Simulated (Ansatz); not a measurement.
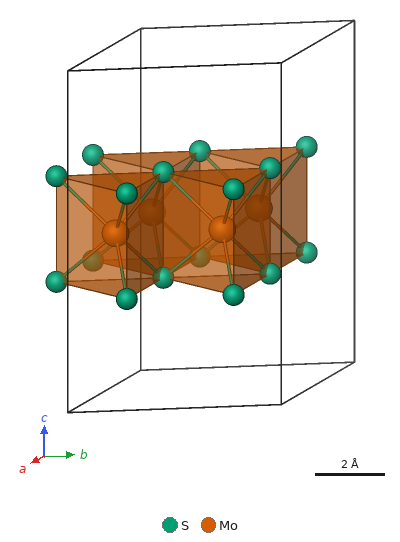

Figure 1. The input geometry (polyhedral view of the cell of the calculation, with the vacuum cut short, seen slightly off an axis; polyhedra are completed across the faces of the cell).

# Single-point calculation of MoS2

MoS2 (slab, 12 atoms in the cell), computed with DFT PBE+D3(BJ), scalar-relativistic, plane waves, PAW, no spin polarisation (Ansatz 0.2.0).

The structure derives from an entry of the Crystallography Open Database. It belongs to a series of runs on one base structure; here: the slab at its places in the relaxed adsorbed structure.

**Input**
```yaml
crystal:
  lattice:
    - [6.3058975141, 0.0, 0.0]
    - [-3.1529487571, 5.4610674409, 0.0]
    - [0.0, 0.0, 23.0985324035]
  atoms:
    - { symbol: S, position: [0.6666666667, 0.3333333333, 0.3463423502] }
    - { symbol: S, position: [0.6666666667, 0.8333333333, 0.3463423502] }
    - { symbol: S, position: [0.1666666667, 0.3333333333, 0.3463423502] }
    - { symbol: S, position: [0.1666666667, 0.8333333333, 0.3463423502] }
    - { symbol: Mo, position: [0.3336544945, 0.1665805491, 0.4142514932] }
    - { symbol: Mo, position: [0.3335103816, 0.666985466, 0.4141806571] }
    - { symbol: Mo, position: [0.8329614824, 0.1664826093, 0.4142693182] }
    - { symbol: Mo, position: [0.8331536898, 0.6665732208, 0.4141845398] }
    - { symbol: S, position: [0.6668451737, 0.3335154294, 0.4822295936] }
    - { symbol: S, position: [0.6662514868, 0.8331300755, 0.4820471597] }
    - { symbol: S, position: [0.1670364138, 0.3336316753, 0.4819171898] }
    - { symbol: S, position: [0.1666035106, 0.8332383893, 0.4821336088] }
basis:
  ecutwfc: 420
kpoints:
  mp_grid: { grid: [3, 3, 1] }
hamiltonian:
  xc: pbe
  dispersion: d3bj
scf:
  occupations: { method: gaussian, width: 0.05 }
output:
  forces: true
  eigenvalues: true
  write_density: true
  volumetric_format: npy
efield:
  axis: 3
  dipole_correction: true
  ramp_width: 0.04
```

Run as:
```bash
ansatz run input.yaml --threads 4 --pin off --max-ram 10240MiB --backend cpu --events-out ev --progress --plain --runs-dir out
```

**The program's output**
```
Engine: ansatz 0.2.0, aarch64-unknown-linux-gnu
Pseudopotentials: kind: paw
Pseudopotential: S, paw, valence charge 6, recommended cutoff 420 eV (normal), S.paw.azcp
Pseudopotential: Mo, paw, valence charge 14, recommended cutoff 420 eV (normal), Mo.paw.azcp
Functional definition: PBE
  parameter kappa = 0.804
  parameter beta = 0.06672455060314922
  exchange = pbe_x(kappa = kappa, mu = beta*pi^2/3)
  correlation = pbe_c(beta = beta)
Crystal: 12 atoms, lattice volume = 795.443 Å³
Basis set: ecut = 420 eV, 15545 PW (Γ), exchange–correlation on 90×90×320 points (8 copies of the dense FFT grid, shifted against one another)
Bands: 64, of which v1, the nominal top of the filled ones, is band 52 counted from 1 (51 counted from 0)
Symmetry: 1 space group operations
Space group: P1 (ITA 1), of the structure as read, at distance tolerance 9.3e-5 Å
k-points: 5 of 9 (time reversal used)
Non-local potential: S, projectors of the file, l = 0: 2, l = 1: 2, l = 2: 2
Non-local potential: Mo, projectors of the file, l = 0: 3, l = 1: 2, l = 2: 2, l = 3: 1
PAW form: soft (Blöchl's): semilocal exchange-correlation on the pseudo side does not see the compensation charge
PAW one-centre angular grid: S, 110 points (default); XC on 64 Gauss nodes
PAW one-centre angular grid: Mo, 590 points (default); XC on 64 Gauss nodes
Initial density: superposition of atomic densities (neutral atoms: chi_scale 0, normalization atom), corrected by the library's trained network
Initial wavefunctions: pseudopotential atomic-orbital guess
Functional: x = pbe(κ = 0.804, μ = 0.2195149727645171), c = pbe(β = 0.06672455060314922)
SCF iter   1: F=—  HF=-27055.021854 eV  |F-HF|=—  |Δ(HF+E_count)|=         —  Δρ=2.91e-3  dr2=2.55e-2  ethr=1.77e-3  p=0.000 e·Å  D=2.31e-5 V/Å  ΔV_dip=-0.00 eV  dr2_dipole=3.42e-8  V_vac-E_F(+/−)=5.22/5.22 eV  ⟨swp⟩=8.4  Hψ=1575  notcnv=0
efield: sawtooth ramp at fractional position 0.8943 (placed from the atoms, in the widest stretch of the axis that holds none; the zero of the levels goes with the place), width 0.0400; the density the first Hamiltonian is built on has a dipole p = 0.000 e·Å; the dipole correction subtracts the counter field D = 2.31e-5 V/Å, which shifts the + side's vacuum level by -0.00 eV against the − side's; the planar-averaged density in the ramp window peaks in size at 1.2e-5 e/Å³
preconditioner: auto → Resta (q_TF=auto, 1.944 Å⁻¹)  ε∞=3.1  [insulator: Δε(μ)=1.781 eV  Ē_g=7.733 eV  σ=0.050 eV  W_gap=1.00  n_scr=80 (ndim 8)  ℏωp=11.2 eV  f_vac=0.703  D(μ)=0.00/eV (n_scr^D=0)  ε∞_Penn≈3.1  vacuum switching on, ρ_ref=4.3e-3 e/Å³]
SCF iter   2: F=—  HF=-27055.043543 eV  |F-HF|=—  |Δ(HF+E_count)|=   2.17e-2  Δρ=1.67e-3  dr2=1.23e-2  ethr=2.45e-5  p=-0.000 e·Å  D=-3.64e-6 V/Å  ΔV_dip=0.00 eV  dr2_dipole=1.19e-8  V_vac-E_F(+/−)=5.10/5.10 eV  ⟨swp⟩=2.2  Hψ=687  notcnv=0  defer=11
SCF iter   3: F=—  HF=-27055.052993 eV  |F-HF|=—  |Δ(HF+E_count)|=   9.45e-3  Δρ=1.02e-3  dr2=1.10e-2  ethr=1.19e-5  p=0.000 e·Å  D=5.15e-6 V/Å  ΔV_dip=-0.00 eV  dr2_dipole=5.73e-8  V_vac-E_F(+/−)=5.11/5.11 eV  ⟨swp⟩=2.0  Hψ=437  notcnv=0  defer=11
SCF iter   4: F=—  HF=-27055.054508 eV  |F-HF|=—  |Δ(HF+E_count)|=   1.51e-3  Δρ=8.18e-5  dr2=7.56e-5  ethr=1.06e-5  p=-0.000 e·Å  D=-1.90e-5 V/Å  ΔV_dip=0.00 eV  dr2_dipole=9.94e-9  V_vac-E_F(+/−)=5.04/5.04 eV  ⟨swp⟩=2.0  Hψ=423  notcnv=0  defer=11
SCF iter   5: F=—  HF=-27055.054293 eV  |F-HF|=—  |Δ(HF+E_count)|=   2.15e-4  Δρ=1.10e-4  dr2=2.54e-4  ethr=7.27e-8  p=0.000 e·Å  D=1.31e-5 V/Å  ΔV_dip=-0.00 eV  dr2_dipole=2.42e-7  V_vac-E_F(+/−)=5.03/5.03 eV  ⟨swp⟩=3.6  Hψ=701  notcnv=0  defer=11
SCF iter   6: F=—  HF=-27055.054271 eV  |F-HF|=—  |Δ(HF+E_count)|=   2.21e-5  Δρ=4.99e-5  dr2=4.47e-5  ethr=7.27e-8  p=-0.000 e·Å  D=-1.17e-5 V/Å  ΔV_dip=0.00 eV  dr2_dipole=7.87e-12  V_vac-E_F(+/−)=5.03/5.03 eV  ⟨swp⟩=2.0  Hψ=435  notcnv=0  defer=11
SCF iter   7: F=—  HF=-27055.054265 eV  |F-HF|=—  |Δ(HF+E_count)|=   6.08e-6  Δρ=9.17e-6  dr2=7.17e-7  ethr=4.29e-8  p=-0.000 e·Å  D=-2.14e-5 V/Å  ΔV_dip=0.00 eV  dr2_dipole=2.80e-8  V_vac-E_F(+/−)=5.03/5.03 eV  ⟨swp⟩=2.0  Hψ=416  notcnv=0  defer=11
SCF iter   8: F=—  HF=-27055.054265 eV  |F-HF|=—  |Δ(HF+E_count)|=   2.84e-7  Δρ=4.87e-6  dr2=1.31e-6  ethr=6.90e-10  p=0.000 e·Å  D=1.29e-5 V/Å  ΔV_dip=-0.00 eV  dr2_dipole=2.56e-7  V_vac-E_F(+/−)=5.03/5.03 eV  ⟨swp⟩=3.6  Hψ=667  notcnv=0  defer=11
SCF iter   9: F=-27055.054265 eV  HF=-27055.054265 eV  |F-HF|=4.92e-8  |Δ(HF+E_count)|=   8.81e-8  Δρ=1.51e-6  dr2=6.01e-8  ethr=9.62e-11  p=-0.000 e·Å  D=-1.73e-5 V/Å  ΔV_dip=0.00 eV  dr2_dipole=7.26e-9  V_vac-E_F(+/−)=5.03/5.03 eV  ⟨swp⟩=10.0  Hψ=1679  notcnv=0
SCF 1 converged in 9 iterations: F = -27055.054265 eV  dr2 = 6.01e-8
  greatest PAW one-centre occupation: 0.998 electrons in one spin orbital (limit 2), on the Mo atom at site 5 (counted from 0), in its partial waves of l = 0
SCF converged after 9 iterations
Free energy (F): -27055.054265 eV
Harris-Foulkes:  -27055.054265 eV  (|F-HF|=4.92e-8)
Internal energy: -27055.054265 eV  (E = F + TS)
E sigma→0 (E₀):  -27055.054265 eV
Fermi energy:    -0.679191 eV
Dipole field:    D = 0.000040 V/Å  (p = 0.000177 e·Å, saw-weighted, corrected)
Work function:   Φ+ = 5.0269 eV   Φ− = 5.0278 eV
Levels:          The Fermi level and band energies are counted from a zero that moves with the ramp; work functions are not
--- Per-component energies (eV) ---
  E_band       = -1850.928051
  E_kinetic    = 2625.191584
  E_local      = -79133.847302  (includes V_loc(G=0)·N_el)
  E_nonlocal   = 796.576832
  E_hartree    = 38047.415638
  E_xc         = -1514.231109
  E_vxc        = -1620.196461  (∫ρ·V_xc dr)
  E_paw        = -17606.218348  (= ΣΔE_a)
  E_vpaw       = -613.483476  (= ΣTr[D̂ρ^β])
  E_aug_tail   = 0.000157  (compensation charges beyond the density's cutoff)
  E_efield     = 0.000000  (sawtooth field / dipole correction)
  E_vefield    = 0.000007  (∫n·V_field dr)
  E_ewald      = 29733.892707
  E_disp       = -3.834424  (pairwise vdW)
  E_smearing   = -0.000000  (= −TS)
  E_closure    = 0.000000  (closes the sum)
  Σ components = -27055.054265   (vs F -27055.054265, Δ=0.00e0)
--- Forces (eV/Å), atoms counted from 1 ---
  atom   1  S      0.00343226    -0.00604975    -0.00264651
  atom   2  S     -0.00061030     0.00724793    -0.01540566
  atom   3  S      0.00127159    -0.00997037     0.01523563
  atom   4  S     -0.00600910     0.00594175    -0.00679347
  atom   5  Mo    -0.03736790     0.01152081    -0.01739399
  atom   6  Mo    -0.01945193    -0.03753765    -0.01080859
  atom   7  Mo     0.03833689     0.03376653    -0.02905322
  atom   8  Mo     0.02100982     0.00731130     0.03049677
  atom   9  S     -0.00371816    -0.00633775    -0.02368872
  atom  10  S      0.02041913     0.00865096     0.02596803
  atom  11  S     -0.01275163    -0.01680552     0.04513759
  atom  12  S     -0.00456117     0.00226235    -0.01113124
  max |Σ_I F_I| component: 8.34e-5 eV/Å
--- Band table (eV; the first three rows and the last of 5) ---
  k-point 0: bands = ["-62.4032", "-62.3611", "-62.3608", "-62.3604", "-36.7262", "-36.7255", "-36.7249", "-36.5628", "-36.4798", "-36.4798", "-36.4793", "-36.4128", "-36.4123", "-36.4115", "-36.3179", "-36.3179", "-15.7431", "-14.4338", "-13.7857", "-13.7833", "-13.7811", "-13.6461", "-13.6433", "-13.6393", "-7.4223", "-7.4205", "-7.4201", "-7.2533", "-6.4445", "-6.4423", "-6.4407", "-5.6788", "-5.6781", "-5.6749", "-4.7268", "-4.7252", "-4.7227", "-4.1418", "-4.1414", "-3.5066", "-3.5039", "-3.4937", "-3.4257", "-3.0175", "-3.0157", "-2.4746", "-2.4729", "-2.4668", "-2.2146", "-2.2126", "-2.2108", "-1.6554", "0.7798", "0.7846", "0.7859", "1.2707", "1.2727", "1.2803", "1.2814", "1.2831", "1.5080", "1.5088", "2.3266", "2.3427"]
  k-point 1: bands = ["-62.3926", "-62.3714", "-62.3610", "-62.3606", "-36.6752", "-36.6742", "-36.6261", "-36.5421", "-36.5005", "-36.4799", "-36.4795", "-36.4657", "-36.4649", "-36.4223", "-36.3888", "-36.3416", "-15.3336", "-14.3778", "-14.2632", "-13.8728", "-13.8069", "-13.8054", "-13.6274", "-13.6228", "-6.9460", "-6.9438", "-6.8617", "-6.8271", "-6.5272", "-6.5269", "-5.8164", "-5.4807", "-5.4185", "-5.4169", "-4.9167", "-4.8150", "-4.8128", "-4.5269", "-4.3992", "-3.9286", "-3.9242", "-3.7209", "-3.5820", "-3.3169", "-3.3147", "-3.2393", "-2.8602", "-2.6608", "-2.5719", "-2.0523", "-2.0445", "-1.9112", "0.7022", "0.7088", "0.7178", "0.7387", "0.7843", "1.0740", "1.1137", "1.3274", "1.3288", "1.7999", "1.8029", "1.8703"]
  k-point 2: bands = ["-62.3926", "-62.3714", "-62.3609", "-62.3607", "-36.6753", "-36.6742", "-36.6260", "-36.5421", "-36.5006", "-36.4798", "-36.4796", "-36.4656", "-36.4649", "-36.4222", "-36.3888", "-36.3417", "-15.3337", "-14.3779", "-14.2632", "-13.8725", "-13.8064", "-13.8058", "-13.6280", "-13.6227", "-6.9468", "-6.9431", "-6.8618", "-6.8271", "-6.5284", "-6.5249", "-5.8164", "-5.4810", "-5.4199", "-5.4154", "-4.9169", "-4.8163", "-4.8118", "-4.5262", "-4.3999", "-3.9284", "-3.9242", "-3.7207", "-3.5830", "-3.3201", "-3.3114", "-3.2393", "-2.8602", "-2.6607", "-2.5712", "-2.0567", "-2.0405", "-1.9109", "0.6996", "0.7126", "0.7171", "0.7383", "0.7841", "1.0731", "1.1133", "1.3274", "1.3280", "1.7977", "1.8039", "1.8714"]
  k-point 4: bands = ["-62.3926", "-62.3714", "-62.3611", "-62.3605", "-36.6748", "-36.6747", "-36.6260", "-36.5421", "-36.5006", "-36.4799", "-36.4795", "-36.4654", "-36.4651", "-36.4223", "-36.3888", "-36.3417", "-15.3337", "-14.3779", "-14.2632", "-13.8726", "-13.8083", "-13.8040", "-13.6257", "-13.6247", "-6.9453", "-6.9445", "-6.8618", "-6.8271", "-6.5274", "-6.5261", "-5.8164", "-5.4810", "-5.4179", "-5.4174", "-4.9167", "-4.8143", "-4.8139", "-4.5263", "-4.3997", "-3.9277", "-3.9249", "-3.7207", "-3.5829", "-3.3193", "-3.3122", "-3.2393", "-2.8601", "-2.6608", "-2.5712", "-2.0544", "-2.0428", "-1.9110", "0.7012", "0.7099", "0.7178", "0.7388", "0.7840", "1.0733", "1.1134", "1.3266", "1.3289", "1.7996", "1.8021", "1.8712"]
```

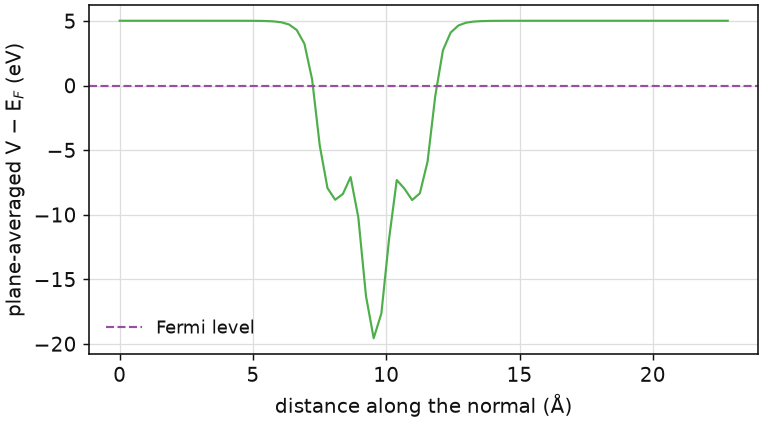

Figure 2. Plane average of the electrostatic potential energy of an electron across the cell, from the Fermi level. The vacuum level lies 5.03 eV above the Fermi level.

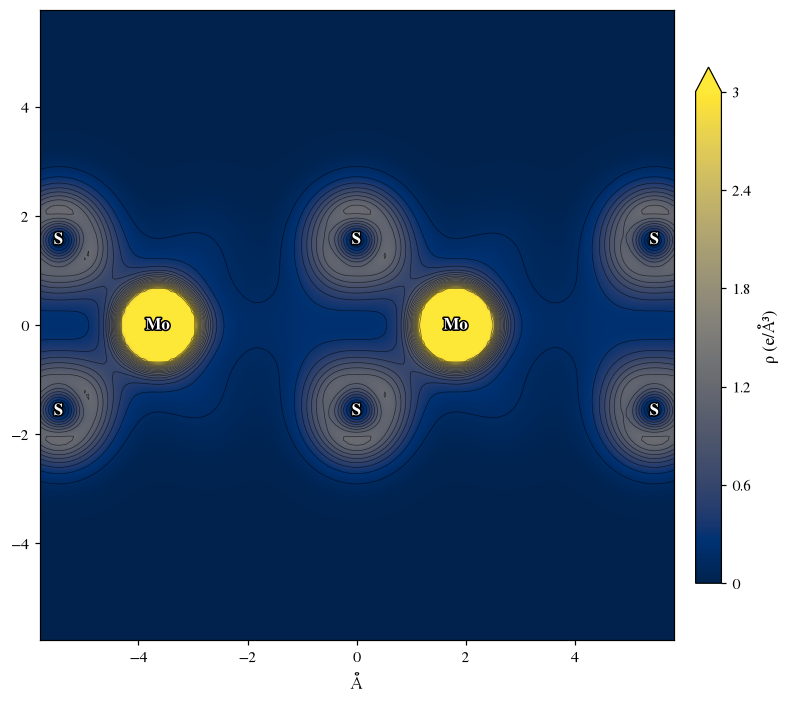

Figure 3. Valence electron density on the (110) plane of the calculation cell, a cut from vacuum to vacuum. The plane passes through S and Mo nuclei. Mo–S (2.40 Å): the density is about 0.61 e/Å³ at the midpoint. The density dies away to nearly zero in the vacuum. In a PAW calculation such maps are meaningful between the atoms, not at the nuclei.

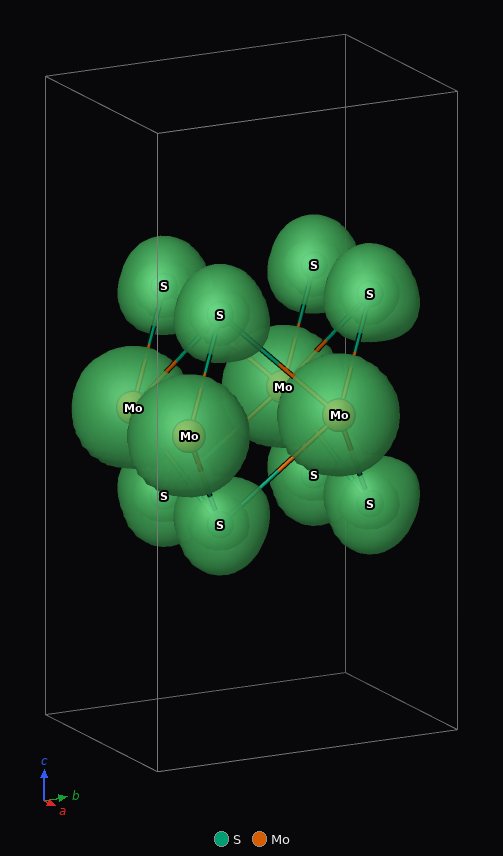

Figure 4. Isosurface of the valence charge density (pseudo) at 1 e/Å³ (green), seen slightly off an axis. Sticks mark near contacts. At this value the density breaks into separate islands; it holds about 45 % of the electrons treated as valence (semicore included). It is pinched off along the Mo–S (2.40 Å) contacts. On the grid the lowest density along these lines, outside the cores, is 0.61 e/Å³ (Mo–S, 2.40 Å).

**Key numbers**

- outcome: converged
- electrons treated: 104
- free energy: −27055.0543 eV
- work function, top face: 5.03 eV
- work function, bottom face: 5.03 eV
- Fermi energy: −0.679 eV
- gap on the k-point mesh: 1.78 eV
- work function (upper face): 5.03 eV
- largest force (length of the vector): 0.059 eV/Å
- hardware: 4 threads of Arm Neoverse V2, 24 GiB of memory available, shared host
- wall time: 7.2 s (CPU time 28 s)
- peak memory: 1.4 GiB
